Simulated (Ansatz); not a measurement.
# Two runs on CdS

System: CdS (4 atoms in the cell).
Method of run 1: DFT PBE, scalar-relativistic, plane waves, PAW, no spin polarisation (Ansatz 0.2.0).

The structure derives from an entry of the Crystallography Open Database. Text and figures count atoms from 1; the logs count them from 0 in places.

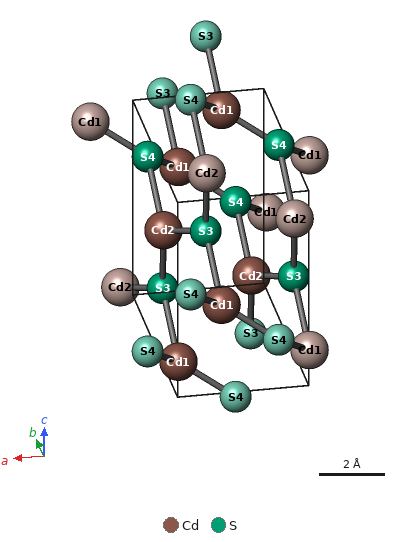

Figure 1. The input geometry (ball-and-stick view of the cell 2 times as large as that of the calculation, set on its symmetry axes, seen at an oblique angle; neighbours outside the cell are drawn fainter; atoms are numbered from 1 in the order of the input). An atom can appear more than once, as a periodic image.

### The input, run 1
```yaml
crystal:
  lattice:
    - [4.1347992034, 0.0, 0.0]
    - [-2.0673996017, 3.5808411497, 0.0]
    - [0.0, 0.0, 6.749]
  atoms:
    - { symbol: Cd, position: [0.2124084769, 0.6666666667, 0.0] }
    - { symbol: Cd, position: [0.5457418102, 0.3333333333, 0.5] }
    - { symbol: S, position: [0.3333333333, 0.6666666667, 0.385] }
    - { symbol: S, position: [0.6666666667, 0.3333333333, 0.885] }
basis:
  ecutwfc: 420
kpoints:
  mp_grid: { grid: [12, 12, 4] }
hamiltonian:
  xc: pbe
scf:
  occupations: { method: gaussian, width: 0.05 }
output:
  forces: true
  stress: true
  eigenvalues: true
```

Launched with:
```bash
ansatz run input.yaml --threads 1 --pin off --max-ram 2560MiB --backend cpu --events-out ev --progress --plain --runs-dir out
```

Hardware: 1 thread of Arm Neoverse V1, 24 GiB of memory available, shared host.

### Output, shortened to warnings, some set-up lines, iterations and results (run 1)
```
Basis set: ecut = 420 eV, 1967 PW (Γ), exchange–correlation on 60×60×96 points (8 copies of the dense FFT grid, shifted against one another)
Symmetry: 2 space group operations
k-points: 164 of 576 (time reversal used)
Initial density: superposition of atomic densities (neutral atoms: chi_scale 0, normalization atom), corrected by the library's trained network
[...]
SCF iter   1: F=—  HF=-18313.884801 eV  |F-HF|=—  |Δ(HF+E_count)|=         —  Δρ=1.16e-3  dr2=1.61e-3  ethr=1.77e-3  ⟨swp⟩=6.3  Hψ=21547  notcnv=0
SCF iter   2: F=—  HF=-18313.886781 eV  |F-HF|=—  |Δ(HF+E_count)|=   1.98e-3  Δρ=6.02e-4  dr2=3.81e-4  ethr=3.09e-6  ⟨swp⟩=2.0  Hψ=9677  notcnv=0
SCF iter   3: F=—  HF=-18313.886974 eV  |F-HF|=—  |Δ(HF+E_count)|=   1.93e-4  Δρ=2.16e-4  dr2=4.11e-5  ethr=7.33e-7  ⟨swp⟩=2.0  Hψ=7914  notcnv=0
SCF iter   4: F=—  HF=-18313.886936 eV  |F-HF|=—  |Δ(HF+E_count)|=   3.79e-5  Δρ=8.17e-5  dr2=7.77e-6  ethr=7.91e-8  ⟨swp⟩=2.8  Hψ=7916  notcnv=0
SCF iter   5: F=—  HF=-18313.886946 eV  |F-HF|=—  |Δ(HF+E_count)|=   1.00e-5  Δρ=3.65e-5  dr2=1.18e-6  ethr=1.49e-8  ⟨swp⟩=2.0  Hψ=7916  notcnv=0
SCF iter   6: F=-18313.886947 eV  HF=-18313.886947 eV  |F-HF|=1.35e-7  |Δ(HF+E_count)|=   8.20e-7  Δρ=8.09e-6  dr2=7.72e-8  ethr=1.92e-10  ⟨swp⟩=5.4  Hψ=21456  notcnv=0
SCF 1 converged in 6 iterations: F = -18313.886947 eV  dr2 = 7.72e-8
SCF converged after 6 iterations
Free energy (F): -18313.886947 eV
Harris-Foulkes:  -18313.886947 eV  (|F-HF|=1.35e-7)
Internal energy: -18313.886947 eV  (E = F + TS)
E sigma→0 (E₀):  -18313.886947 eV
Fermi energy:    7.554628 eV
--- Per-component energies (eV) ---
  E_band       = -1030.630514
  E_kinetic    = 1228.254982
  E_local      = -8123.788236  (includes V_loc(G=0)·N_el)
  E_nonlocal   = 123.837440
  E_hartree    = 3725.309074
  E_xc         = -549.451173
  E_vxc        = -620.412400  (∫ρ·V_xc dr)
  E_paw        = -9366.827870  (= ΣΔE_a)
  E_vpaw       = -1089.157534  (= ΣTr[D̂ρ^β])
  E_aug_tail   = 0.000030  (compensation charges beyond the density's cutoff)
  E_ewald      = -5351.221194
  E_smearing   = -0.000000  (= −TS)
  E_closure    = 0.000000  (closes the sum)
  Σ components = -18313.886947   (vs F -18313.886947, Δ=0.00e0)
--- Forces (eV/Å), atoms counted from 1 ---
  atom   1  Cd     4.00228455     2.57285481     1.83917305
  atom   2  Cd     4.00228455    -2.57285481     1.83917305
  atom   3  S     -4.00231548     2.69038302    -1.83918138
  atom   4  S     -4.00231548    -2.69038302    -1.83918138
  max |Σ_I F_I| component: 6.19e-5 eV/Å
--- Stress (GPa, compression-positive) ---
       16.361556       0.000000       9.116194
        0.000000      10.080738       0.000000
        9.116193       0.000000       3.344730
  P = ⅓ Tr σ = 9.9290 GPa (99.290 kbar)
```

For run 2 the input was changed thus:
```diff
-    - { symbol: Cd, position: [0.2124084769, 0.6666666667, 0.0] }
-    - { symbol: Cd, position: [0.5457418102, 0.3333333333, 0.5] }
+    - { symbol: Cd, position: [0.2728709051, 0.6666666667, 0.0] }
+    - { symbol: Cd, position: [0.6062042385, 0.3333333333, 0.5] }
```

How does run 2 compare with run 1?

With the same functional and potentials, run 2 lies 336.9 meV per atom lower. The gap on the mesh goes from 1.29 to 1.25 eV. The pressure goes from 9.93 to 4.25 GPa. The largest force goes from 5.161 to 1.809 eV/Å. The number of SCF iterations is the same.

### Output, shortened to warnings, some set-up lines, iterations and results (run 2)
```
Basis set: ecut = 420 eV, 1967 PW (Γ), exchange–correlation on 60×60×96 points (8 copies of the dense FFT grid, shifted against one another)
Symmetry: 2 space group operations
k-points: 164 of 576 (time reversal used)
Initial density: superposition of atomic densities (neutral atoms: chi_scale 0, normalization atom), corrected by the library's trained network
[...]
SCF iter   1: F=—  HF=-18315.232907 eV  |F-HF|=—  |Δ(HF+E_count)|=         —  Δρ=7.53e-4  dr2=6.76e-4  ethr=1.77e-3  ⟨swp⟩=6.2  Hψ=21070  notcnv=0
SCF iter   2: F=—  HF=-18315.234686 eV  |F-HF|=—  |Δ(HF+E_count)|=   1.78e-3  Δρ=3.93e-4  dr2=1.85e-4  ethr=1.30e-6  ⟨swp⟩=3.3  Hψ=12247  notcnv=0
SCF iter   3: F=—  HF=-18315.234785 eV  |F-HF|=—  |Δ(HF+E_count)|=   9.90e-5  Δρ=1.41e-4  dr2=1.70e-5  ethr=3.55e-7  ⟨swp⟩=2.0  Hψ=7891  notcnv=0
SCF iter   4: F=—  HF=-18315.234711 eV  |F-HF|=—  |Δ(HF+E_count)|=   7.37e-5  Δρ=6.11e-5  dr2=3.90e-6  ethr=3.27e-8  ⟨swp⟩=2.8  Hψ=7871  notcnv=0
SCF iter   5: F=—  HF=-18315.234716 eV  |F-HF|=—  |Δ(HF+E_count)|=   5.14e-6  Δρ=2.04e-5  dr2=4.16e-7  ethr=7.50e-9  ⟨swp⟩=2.0  Hψ=7905  notcnv=0
SCF iter   6: F=-18315.234717 eV  HF=-18315.234717 eV  |F-HF|=5.24e-8  |Δ(HF+E_count)|=   2.74e-7  Δρ=5.49e-6  dr2=3.79e-8  ethr=1.92e-10  ⟨swp⟩=6.7  Hψ=21478  notcnv=0
SCF 1 converged in 6 iterations: F = -18315.234717 eV  dr2 = 3.79e-8
SCF converged after 6 iterations
Free energy (F): -18315.234717 eV
Harris-Foulkes:  -18315.234717 eV  (|F-HF|=5.24e-8)
Internal energy: -18315.234717 eV  (E = F + TS)
E sigma→0 (E₀):  -18315.234717 eV
Fermi energy:    7.460460 eV
--- Per-component energies (eV) ---
  E_band       = -1020.775177
  E_kinetic    = 1224.903016
  E_local      = -8073.489352  (includes V_loc(G=0)·N_el)
  E_nonlocal   = 124.185978
  E_hartree    = 3706.329128
  E_xc         = -548.253667
  E_vxc        = -618.839040  (∫ρ·V_xc dr)
  E_paw        = -9367.379814  (= ΣΔE_a)
  E_vpaw       = -1090.206427  (= ΣTr[D̂ρ^β])
  E_aug_tail   = 0.000030  (compensation charges beyond the density's cutoff)
  E_ewald      = -5381.530037
  E_smearing   = -0.000000  (= −TS)
  E_closure    = -0.000000  (closes the sum)
  Σ components = -18315.234717   (vs F -18315.234717, Δ=0.00e0)
--- Forces (eV/Å), atoms counted from 1 ---
  atom   1  Cd     1.58992199     0.57946717     0.60899106
  atom   2  Cd     1.58992199    -0.57946717     0.60899106
  atom   3  S     -1.58991756     0.61212992    -0.60899660
  atom   4  S     -1.58991756    -0.61212992    -0.60899660
  max |Σ_I F_I| component: 1.11e-5 eV/Å
--- Stress (GPa, compression-positive) ---
        6.693719       0.000000       3.584647
        0.000000       4.620792       0.000000
        3.584647       0.000000       1.450438
  P = ⅓ Tr σ = 4.2550 GPa (42.550 kbar)
```

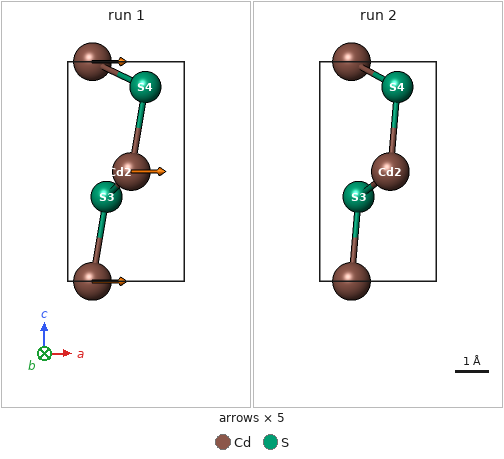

Figure 2. The two input geometries at one scale (ball-and-stick view of the cell of the calculation, along the b axis). The orange arrows on the first give the shifts of the atoms relative to the cell, magnified 5 times. The largest moves, 0.25 Å, are those of Cd atoms. S stays in place. The cell stays as it was. Among the contacts that change: Cd–S 2.936 → 2.720 Å, Cd–S 2.118 → 2.309 Å, Cd–S 2.560 → 2.523 Å, Cd–S 2.646 → 2.610 Å.

### The two runs side by side

```csv
quantity,run 1,run 2
outcome,converged,converged
free energy per atom (eV),−4578.4717,−4578.8087
gap on the mesh (eV),1.29,1.25
pressure (GPa),9.93,4.25
largest force (eV/Å),5.161,1.809
SCF iterations,6,6
irreducible k-points,164,164
plane waves at Γ,1967,1967
wall time (shared host),39 s,40 s
```
